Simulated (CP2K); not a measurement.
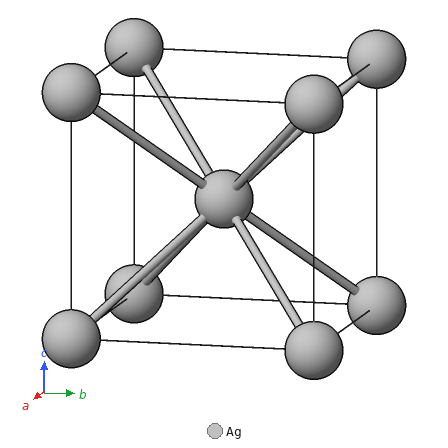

System: Ag, space group Im-3m (No. 229). The picture shows the conventional cell.

The given structure:
```xyz
1
Lattice="2.8677 0.0000 0.0000 -0.9559 2.7037 0.0000 -0.9559 -1.3518 2.3414" Properties=species:S:1:pos:R:3 pbc="T T T"
Ag    0.0000    0.0000    0.0000
```

Method: DFT in Gaussian orbitals with a plane-wave density, no spin polarisation; energies at scaled volumes of the given cell, shape and fractions fixed, counted from the fit's minimum, third-order Birch-Murnaghan fit (CP2K 2026.2). Level: PBE.

- k mesh: 11×11×11
- occupations: Fermi–Dirac
- smearing width: 0.05 eV
- potentials: GTH PBE with UZH TZVP basis
- density cutoff: 6123 eV
- program settings: ngrids 4, basis sets Ag TZVP-MOLOPT-PBE-GTH-q11, cutoff ry 450 Ry, rel cutoff ry 60 Ry

What does the calculation give for the energy and pressure against volume? The volume takes the values 17.06, 17.43, 17.79, 18.15, 18.52, 18.88, 19.24 Å³/atom.

A third-order Birch–Murnaghan fit gives V0 = 17.93 Å³/atom, B0 = 91.4 GPa and B′ = 5.9. The energy is 13.26 meV/atom at volume 17.06 Å³/atom and 23.37 meV/atom at 19.24 Å³/atom; the lowest computed point is at volume 17.79 Å³/atom (0.30 meV/atom). The pressure falls from 5.21 GPa at volume 17.06 Å³/atom to −5.23 GPa at 19.24 Å³/atom, and changes sign near 17.93 Å³/atom.

```csv
volume (Å³/atom),energy (meV/atom),pressure (GPa)
17.06,13.26,5.21
17.43,4.25,2.81
17.79,0.30,0.72
18.15,0.78,-1.11
18.52,5.13,-2.69
18.88,12.82,-4.06
19.24,23.37,-5.23
```

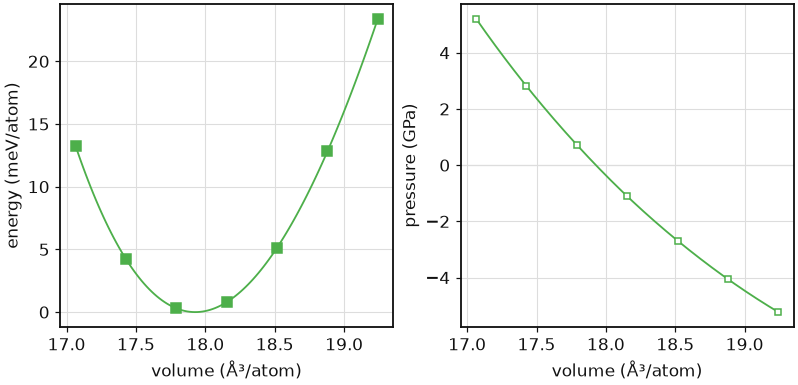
